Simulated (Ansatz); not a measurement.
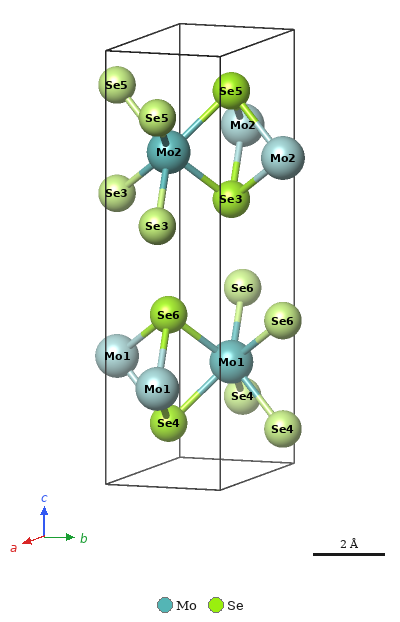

*The input geometry (ball-and-stick view of the cell of the calculation, seen at an oblique angle; neighbours outside the cell are drawn fainter; atoms are numbered from 1 in the order of the input).*

Near neighbours in the crystal (not all of them lie inside the picture): Mo has 6 Se at 2.49 Å; Se has 3 Mo at 2.49 Å.

**Single-point calculation, with input and output: MoSe2 (part 1 of 2)**

System: MoSe2 (P6₃/mmc, 6 atoms in the cell).
Method: DFT PBEsol+U+J, scalar-relativistic, plane waves, PAW, U = 7 eV, J = 0.5 eV on Mo atom 1 d; U = 7 eV, J = 0.5 eV on Mo atom 2 d, spin-polarised (Ansatz 0.2.0).

The structure derives from an entry of the Crystallography Open Database. It belongs to a series of runs on one base structure; here: natural orbitals of the symmetric run, filled by rank. Figures and captions count atoms from 1; the log counts them from 0 in places.

What the program printed:
```
Warning: crystal.symmetry: narrowed to the stabiliser of the occupation matrices — unitary ops 24 → 8; lowered by the specified shells (site 0, l: d), (site 1, l: d); largest admitted image defect 1.7e-9, smallest excluded 7.1e-1 — at a splitting's scale: the group the occupation matrices' own texture admits
Mo: projections on atomic orbitals take those of the free atom [Ar 3d10] 4s2 4p6 4d5 5s1, of charge +0.00 (hamiltonian.pseudopotentials.projection_atoms); the dataset's partial waves leave at most 6.0e-6 of an orbital's norm unspanned inside its sphere
Se: projections on atomic orbitals take those of the free atom [Ar] 3d10 4s2 4p4, of charge +0.00 (hamiltonian.pseudopotentials.projection_atoms); the dataset's partial waves leave at most 2.3e-6 of an orbital's norm unspanned inside its sphere
Engine: ansatz 0.2.0, aarch64-unknown-linux-gnu
Pseudopotentials: kind: paw
Pseudopotential: Mo, paw, valence charge 14, recommended cutoff 420 eV (normal), Mo.paw.azcp
Pseudopotential: Se, paw, valence charge 16, recommended cutoff 420 eV (normal), Se.paw.azcp
Functional definition: PBEsol
  exchange = pbesol_x
  correlation = pbesol_c
Crystal: 6 atoms, lattice volume = 120.777 Å³
Basis set: ecut = 420 eV, 2395 PW (Γ), exchange–correlation on 48×48×180 points (8 copies of the dense FFT grid, shifted against one another)
Bands: 58, of which v1, the nominal top of the filled ones, is band 46 counted from 1 (45 counted from 0)
Symmetry: 8 space group operations
k-points: 32 of 98
Non-local potential: Mo, projectors of the file, l = 0: 3, l = 1: 2, l = 2: 2, l = 3: 1
Non-local potential: Se, projectors of the file, l = 0: 2, l = 1: 2, l = 2: 3, l = 3: 1
PAW form: soft (Blöchl's): semilocal exchange-correlation on the pseudo side does not see the compensation charge
PAW frozen core: Mo, regenerated for the run's functional, and the local potential with it (the file was generated under x = pbe(κ = 0.804, μ = 0.2195149727645171), c = pbe(β = 0.06672455060314922))
PAW frozen core: Se, regenerated for the run's functional, and the local potential with it (the file was generated under x = pbe(κ = 0.804, μ = 0.2195149727645171), c = pbe(β = 0.06672455060314922))
PAW one-centre angular grid: Mo, 590 points (default); XC on 64 Gauss nodes
PAW one-centre angular grid: Se, 590 points (default); XC on 64 Gauss nodes
Initial density: superposition of atomic densities (chi_scale 0.1, normalization cell)
Starting moments: Σ|m| = 4 μB on 2 of 6 sites
Initial wavefunctions: pseudopotential atomic-orbital guess
Functional: x = pbesol(κ = 0.804, μ = 0.12345679012345678), c = pbesol(β = 0.046)
SCF iter   1: F=—  HF=-31475.531937 eV  |F-HF|=—  |Δ(HF+E_count)|=         —  Δρ=8.10e-2 (↑8.10e-2 ↓4.11e-2)  dr2=2.58e1  dr2_m=1.53e0  M=2.038 μB ∫|m|=2.766 μB  β_m=0.30  ethr=3.10e-3  ⟨swp⟩=6.3  Hψ=13370  notcnv=0  defer=5
preconditioner: auto → Kerker (q_TF=auto, 2.607 Å⁻¹)  [metal: Δε(μ)=0.019 eV  Ē_g=10.832 eV  σ=0.050 eV  W_gap=0.21  n_scr=40 (ndim 8)  ℏωp=20.3 eV  f_vac=0.027  D(μ)=5.81/eV (n_scr^D=66)]
spin=Collinear: Kerker preconditioning applied to the charge; magnetization (m = ρ↑ − ρ↓) channel mixes plain (no charge-response kernel on spin).
SCF iter   2: F=—  HF=-31472.121102 eV  |F-HF|=—  |Δ(HF+E_count)|=    3.41e0  Δρ=5.15e-2 (↑5.15e-2 ↓2.86e-2)  dr2=8.48e0  dr2_m=8.11e-1  M=1.552 μB ∫|m|=2.964 μB  β_m=0.30  ethr=3.10e-3  ⟨swp⟩=2.9  Hψ=6152  notcnv=0  defer=308
SCF iter   3: F=—  HF=-31470.630796 eV  |F-HF|=—  |Δ(HF+E_count)|=    1.49e0  Δρ=2.56e-2 (↑1.81e-2 ↓2.56e-2)  dr2=6.46e-1  dr2_m=4.32e-1  M=1.053 μB ∫|m|=3.264 μB  β_m=0.30  ethr=3.10e-3  ⟨swp⟩=3.0  Hψ=6364  notcnv=0  defer=317
SCF iter   4: F=—  HF=-31470.771117 eV  |F-HF|=—  |Δ(HF+E_count)|=   1.40e-1  Δρ=2.05e-2 (↑2.05e-2 ↓1.37e-2)  dr2=5.22e-1  dr2_m=2.54e-1  M=1.086 μB ∫|m|=3.099 μB  β_m=0.30  ethr=7.02e-4  ⟨swp⟩=3.1  Hψ=6767  notcnv=0  defer=301
SCF iter   5: F=—  HF=-31470.749298 eV  |F-HF|=—  |Δ(HF+E_count)|=   2.18e-2  Δρ=1.39e-2 (↑1.03e-2 ↓1.39e-2)  dr2=1.64e-1  dr2_m=1.53e-1  M=0.836 μB ∫|m|=3.170 μB  β_m=0.30  ethr=5.68e-4  ⟨swp⟩=2.5  Hψ=5140  notcnv=0  defer=302
SCF iter   6: F=—  HF=-31470.767451 eV  |F-HF|=—  |Δ(HF+E_count)|=   1.82e-2  Δρ=9.08e-3 (↑9.08e-3 ↓9.08e-3)  dr2=1.58e-2  dr2_m=9.00e-2  M=0.792 μB ∫|m|=3.120 μB  β_m=0.30  ethr=1.78e-4  ⟨swp⟩=2.0  Hψ=4519  notcnv=0  defer=308
SCF iter   7: F=—  HF=-31470.793182 eV  |F-HF|=—  |Δ(HF+E_count)|=   2.57e-2  Δρ=7.16e-3 (↑7.16e-3 ↓6.78e-3)  dr2=1.72e-3  dr2_m=5.34e-2  M=0.742 μB ∫|m|=3.093 μB  β_m=0.30  ethr=1.72e-5  ⟨swp⟩=2.0  Hψ=6517  notcnv=0  defer=308
SCF iter   8: F=—  HF=-31470.804514 eV  |F-HF|=—  |Δ(HF+E_count)|=   1.13e-2  Δρ=5.34e-3 (↑5.33e-3 ↓5.34e-3)  dr2=6.09e-4  dr2_m=3.14e-2  M=0.705 μB ∫|m|=3.076 μB  β_m=0.30  ethr=1.87e-6  ⟨swp⟩=2.0  Hψ=6287  notcnv=0  defer=308
Mixer restart at iter 8: flushing history
spin-set hold released at iteration 8 (site moments contracting): the magnetisation degrees of freedom join the quasi-Newton model from the next iteration; the mixer history was flushed
SCF iter   9: F=—  HF=-31470.812859 eV  |F-HF|=—  |Δ(HF+E_count)|=   8.35e-3  Δρ=4.15e-3 (↑4.15e-3 ↓4.07e-3)  dr2=4.79e-4  dr2_m=1.86e-2  M=0.677 μB ∫|m|=3.060 μB  β_m=0.65  ethr=6.62e-7  ⟨swp⟩=2.0  Hψ=6351  notcnv=0  defer=308
SCF iter  10: F=—  HF=-31470.826471 eV  |F-HF|=—  |Δ(HF+E_count)|=   1.36e-2  Δρ=5.46e-4 (↑3.85e-4 ↓5.46e-4)  dr2=3.54e-4  dr2_m=2.09e-4  M=0.601 μB ∫|m|=3.005 μB  β_m=0.63  ethr=5.21e-7  ⟨swp⟩=3.0  Hψ=7451  notcnv=0  defer=308
SCF iter  11: F=—  HF=-31470.826612 eV  |F-HF|=—  |Δ(HF+E_count)|=   1.42e-4  Δρ=2.61e-4 (↑2.61e-4 ↓2.24e-4)  dr2=8.99e-5  dr2_m=5.42e-5  M=0.595 μB ∫|m|=2.995 μB  β_m=0.63  ethr=3.85e-7  ⟨swp⟩=2.0  Hψ=6325  notcnv=0  defer=308
Mixer restart at iter 11: flushing history
SCF iter  12: F=—  HF=-31470.920649 eV  |F-HF|=—  |Δ(HF+E_count)|=         —  Δρ=3.68e-4 (↑1.65e-4 ↓3.68e-4)  dr2=4.84e-4  dr2_m=5.60e-5  M=0.592 μB ∫|m|=2.990 μB  β_m=0.63  ethr=9.78e-8  ⟨swp⟩=2.0  Hψ=4126  notcnv=0  defer=308
SCF iter  13: F=—  HF=-31478.035978 eV  |F-HF|=—  |Δ(HF+E_count)|=    7.12e0  Δρ=2.07e-2 (↑1.46e-2 ↓2.07e-2)  dr2=4.01e0  dr2_m=2.67e-2  M=0.571 μB ∫|m|=2.461 μB  β_m=0.11  ethr=9.78e-8  ⟨swp⟩=5.2  Hψ=10176  notcnv=0  defer=306
SCF iter  14: F=—  HF=-31478.399069 eV  |F-HF|=—  |Δ(HF+E_count)|=   3.63e-1  Δρ=1.94e-2 (↑1.32e-2 ↓1.94e-2)  dr2=3.48e0  dr2_m=2.85e-2  M=0.571 μB ∫|m|=2.391 μB  β_m=0.20  ethr=9.78e-8  ⟨swp⟩=3.9  Hψ=10560  notcnv=0  defer=292
SCF iter  15: F=—  HF=-31478.209799 eV  |F-HF|=—  |Δ(HF+E_count)|=   1.89e-1  Δρ=4.62e-3 (↑4.62e-3 ↓4.54e-3)  dr2=2.19e-1  dr2_m=1.00e-2  M=0.571 μB ∫|m|=2.280 μB  β_m=0.38  ethr=9.78e-8  ⟨swp⟩=5.0  Hψ=12326  notcnv=0  defer=292
SCF iter  16: F=—  HF=-31479.308251 eV  |F-HF|=—  |Δ(HF+E_count)|=    1.10e0  Δρ=5.61e-3 (↑5.61e-3 ↓2.75e-3)  dr2=7.82e-2  dr2_m=1.08e-2  M=0.571 μB ∫|m|=1.938 μB  β_m=0.94  ethr=9.78e-8  ⟨swp⟩=4.6  Hψ=12149  notcnv=0  defer=269
SCF iter  17: F=—  HF=-31480.040478 eV  |F-HF|=—  |Δ(HF+E_count)|=   7.32e-1  Δρ=3.17e-3 (↑2.77e-3 ↓3.17e-3)  dr2=1.17e-2  dr2_m=8.88e-3  M=0.492 μB ∫|m|=1.254 μB  β_m=0.97  ethr=9.78e-8  ⟨swp⟩=4.9  Hψ=12798  notcnv=0  defer=265
SCF iter  18: F=—  HF=-31480.072283 eV  |F-HF|=—  |Δ(HF+E_count)|=   3.18e-2  Δρ=2.77e-3 (↑2.77e-3 ↓1.76e-3)  dr2=5.77e-3  dr2_m=5.15e-3  M=0.432 μB ∫|m|=1.294 μB  β_m=0.99  ethr=9.78e-8  ⟨swp⟩=5.0  Hψ=13590  notcnv=0  defer=257
SCF iter  19: F=—  HF=-31480.099501 eV  |F-HF|=—  |Δ(HF+E_count)|=   2.72e-2  Δρ=3.38e-3 (↑3.38e-3 ↓2.23e-3)  dr2=8.80e-3  dr2_m=8.09e-3  M=0.225 μB ∫|m|=1.483 μB  β_m=0.99  ethr=9.78e-8  ⟨swp⟩=3.2  Hψ=9763  notcnv=0  defer=259
SCF iter  20: F=—  HF=-31480.158245 eV  |F-HF|=—  |Δ(HF+E_count)|=   5.87e-2  Δρ=3.80e-3 (↑3.80e-3 ↓2.89e-3)  dr2=1.06e-2  dr2_m=1.15e-2  M=0.000 μB ∫|m|=1.769 μB  β_m=1.00  ethr=9.78e-8  ⟨swp⟩=3.5  Hψ=8347  notcnv=0  defer=255
SCF iter  21: F=—  HF=-31480.215179 eV  |F-HF|=—  |Δ(HF+E_count)|=   5.69e-2  Δρ=2.23e-3 (↑2.23e-3 ↓1.84e-3)  dr2=3.69e-3  dr2_m=4.22e-3  M=0.000 μB ∫|m|=2.046 μB  β_m=1.00  ethr=9.78e-8  ⟨swp⟩=3.6  Hψ=8698  notcnv=0  defer=253
SCF iter  22: F=—  HF=-31480.242979 eV  |F-HF|=—  |Δ(HF+E_count)|=   2.78e-2  Δρ=1.22e-3 (↑9.81e-4 ↓1.22e-3)  dr2=1.88e-3  dr2_m=1.13e-3  M=0.000 μB ∫|m|=2.352 μB  β_m=1.00  ethr=9.78e-8  ⟨swp⟩=3.5  Hψ=8914  notcnv=0  defer=251
SCF iter  23: F=—  HF=-31480.229977 eV  |F-HF|=—  |Δ(HF+E_count)|=   1.30e-2  Δρ=2.20e-3 (↑2.20e-3 ↓2.11e-3)  dr2=2.23e-3  dr2_m=4.97e-3  M=0.000 μB ∫|m|=2.253 μB  β_m=0.87  ethr=9.78e-8  ⟨swp⟩=3.1  Hψ=8396  notcnv=0  defer=251  recentre
SCF iter  24: F=—  HF=-31480.247782 eV  |F-HF|=—  |Δ(HF+E_count)|=   1.78e-2  Δρ=2.26e-3 (↑2.05e-3 ↓2.26e-3)  dr2=1.21e-3  dr2_m=4.98e-3  M=0.000 μB ∫|m|=2.404 μB  β_m=1.00  ethr=9.78e-8  ⟨swp⟩=3.1  Hψ=7807  notcnv=0  defer=251
SCF iter  25: F=—  HF=-31480.274071 eV  |F-HF|=—  |Δ(HF+E_count)|=   2.63e-2  Δρ=1.32e-3 (↑1.16e-3 ↓1.32e-3)  dr2=1.27e-3  dr2_m=1.52e-3  M=0.000 μB ∫|m|=2.633 μB  β_m=0.29  ethr=9.78e-8  ⟨swp⟩=3.4  Hψ=8325  notcnv=0  defer=251
SCF iter  26: F=—  HF=-31480.281077 eV  |F-HF|=—  |Δ(HF+E_count)|=   7.01e-3  Δρ=1.02e-3 (↑4.32e-4 ↓1.02e-3)  dr2=5.76e-4  dr2_m=4.31e-4  M=0.000 μB ∫|m|=2.759 μB  β_m=1.00  ethr=9.78e-8  ⟨swp⟩=3.0  Hψ=7540  notcnv=0  defer=253
SCF iter  27: F=—  HF=-31480.278701 eV  |F-HF|=—  |Δ(HF+E_count)|=   2.38e-3  Δρ=1.73e-3 (↑1.73e-3 ↓1.41e-3)  dr2=5.75e-3  dr2_m=1.90e-3  M=0.000 μB ∫|m|=3.024 μB  β_m=1.00  ethr=9.78e-8  ⟨swp⟩=3.7  Hψ=8669  notcnv=0  defer=258  recentre
SCF iter  28: F=—  HF=-31480.275940 eV  |F-HF|=—  |Δ(HF+E_count)|=   2.76e-3  Δρ=1.67e-3 (↑3.80e-4 ↓1.67e-3)  dr2=2.18e-3  dr2_m=1.11e-3  M=0.000 μB ∫|m|=2.715 μB  β_m=1.00  ethr=9.78e-8  ⟨swp⟩=3.7  Hψ=9435  notcnv=0  defer=258
SCF iter  29: F=—  HF=-31480.291686 eV  |F-HF|=—  |Δ(HF+E_count)|=   1.57e-2  Δρ=3.71e-4 (↑1.56e-4 ↓3.71e-4)  dr2=1.68e-4  dr2_m=5.92e-5  M=0.000 μB ∫|m|=2.897 μB  β_m=1.00  ethr=9.78e-8  ⟨swp⟩=3.2  Hψ=8423  notcnv=0  defer=255
SCF iter  30: F=—  HF=-31480.292385 eV  |F-HF|=—  |Δ(HF+E_count)|=   6.99e-4  Δρ=1.05e-4 (↑9.67e-5 ↓1.05e-4)  dr2=6.20e-5  dr2_m=6.07e-6  M=0.000 μB ∫|m|=2.936 μB  β_m=0.95  ethr=9.78e-8  ⟨swp⟩=2.7  Hψ=6776  notcnv=0  defer=253
SCF iter  31: F=—  HF=-31480.292389 eV  |F-HF|=—  |Δ(HF+E_count)|=   3.46e-6  Δρ=8.46e-5 (↑8.46e-5 ↓5.06e-5)  dr2=1.02e-5  dr2_m=3.89e-6  M=0.000 μB ∫|m|=2.934 μB  β_m=0.97  ethr=6.74e-8  ⟨swp⟩=2.0  Hψ=6294  notcnv=0  defer=253
SCF iter  32: F=—  HF=-31480.292468 eV  |F-HF|=—  |Δ(HF+E_count)|=   7.91e-5  Δρ=4.77e-5 (↑4.77e-5 ↓4.38e-5)  dr2=1.04e-6  dr2_m=2.11e-6  M=0.000 μB ∫|m|=2.931 μB  β_m=0.99  ethr=1.10e-8  ⟨swp⟩=2.4  Hψ=6483  notcnv=0  defer=253
SCF iter  33: F=—  HF=-31480.292520 eV  |F-HF|=—  |Δ(HF+E_count)|=   5.23e-5  Δρ=3.40e-5 (↑3.40e-5 ↓3.29e-5)  dr2=1.35e-7  dr2_m=1.19e-6  M=0.000 μB ∫|m|=2.929 μB  β_m=0.99  ethr=1.13e-9  ⟨swp⟩=3.0  Hψ=7594  notcnv=0  defer=253
SCF iter  34: F=—  HF=-31480.292564 eV  |F-HF|=—  |Δ(HF+E_count)|=   4.41e-5  Δρ=2.28e-5 (↑2.28e-5 ↓2.10e-5)  dr2=5.96e-7  dr2_m=4.50e-7  M=0.000 μB ∫|m|=2.927 μB  β_m=1.00  ethr=1.09e-10  ⟨swp⟩=16.9  Hψ=33422  notcnv=0
SCF iter  35: F=—  HF=-31480.292585 eV  |F-HF|=—  |Δ(HF+E_count)|=   2.09e-5  Δρ=1.89e-5 (↑7.96e-6 ↓1.89e-5)  dr2=7.24e-7  dr2_m=1.49e-7  M=0.000 μB ∫|m|=2.926 μB  β_m=1.00  ethr=1.47e-10  ⟨swp⟩=4.0  Hψ=9980  notcnv=0
SCF iter  36: F=—  HF=-31480.292586 eV  |F-HF|=—  |Δ(HF+E_count)|=   1.17e-6  Δρ=7.56e-6 (↑7.28e-6 ↓7.56e-6)  dr2=6.41e-8  dr2_m=4.11e-8  M=0.000 μB ∫|m|=2.927 μB  β_m=1.00  ethr=1.09e-10  ⟨swp⟩=8.0  Hψ=24117  notcnv=0
iter 37 did not close the SCF: its close was put off for a magnetic moment that had not settled (scf_convergence_deferred on its scf_iter line)
SCF iter  37: F=-31480.292587 eV  HF=-31480.292587 eV  |F-HF|=7.40e-9  |Δ(HF+E_count)|=   5.11e-7  Δρ=3.28e-6 (↑3.28e-6 ↓2.17e-6)  dr2=2.14e-8  dr2_m=3.75e-9  M=0.000 μB ∫|m|=2.928 μB  β_m=1.00  ethr=6.97e-11  ⟨swp⟩=8.9  Hψ=22160  notcnv=0
SCF iter  38: F=-31480.292587 eV  HF=-31480.292587 eV  |F-HF|=1.92e-9  |Δ(HF+E_count)|=   5.31e-8  Δρ=1.08e-6 (↑1.08e-6 ↓1.03e-6)  dr2=3.20e-9  dr2_m=8.29e-10  M=0.000 μB ∫|m|=2.928 μB  ethr=2.33e-11  ⟨swp⟩=5.8  Hψ=20592  notcnv=0
WARN: hamiltonian.hubbard: on 4 of 4 specified blocks the occupation matrix of this SCF's result fails the test of the specified filling. At site 0 ↑ (sites count from 0 in the list of atoms of the cell that this SCF solves) the least filled combination of the orbitals specified full has occupation 0.457, and the fullest combination of the orbitals specified empty has occupation 0.457; the filling counts as kept where the first is at least 0.75 and exceeds the second by more than 0.25. The same holds at site 0 ↓, site 1 ↑, site 1 ↓. The state of this SCF's result may not hold the specified filling, though these bounds can also misjudge a state that does. This warning does not say which state is lower in energy, or whether the specified filling is a self-consistent state at all; see hamiltonian.hubbard.sites[].starting_ns, Limitations, and scf.initial_density.shell_occupations in the input reference
SCF 1 converged in 38 iterations: F = -31480.292587 eV  dr2 = 3.20e-9
  greatest PAW one-centre occupation: 1.000 electrons in one spin orbital (limit 2), on the Se atom at site 5 (counted from 0), in its partial waves of l = 2
```

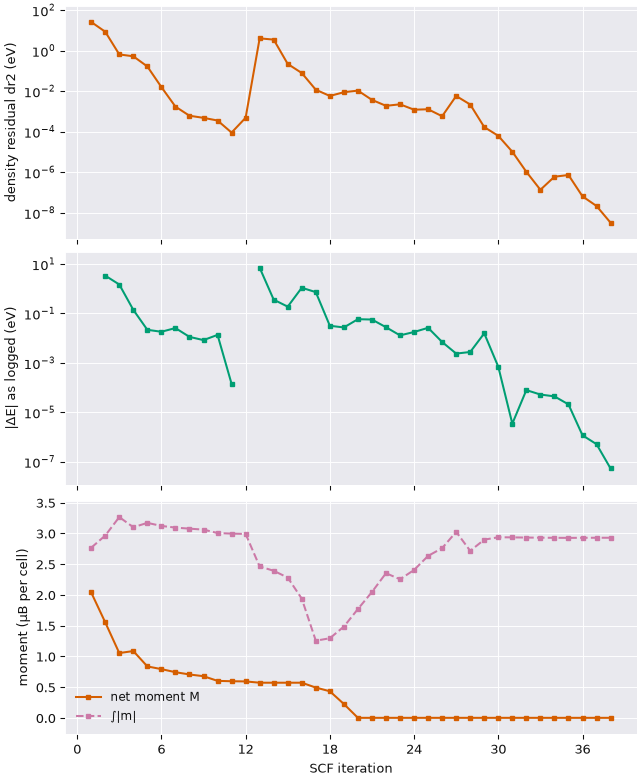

*Convergence of the self-consistent field: density residual dr2, size of the energy change and magnetic moment against the SCF iteration.*

The residual falls unevenly and jumps up by a factor of two or more 4 times on the way down. The net moment goes from 2.0 to 0.0 μB per cell.
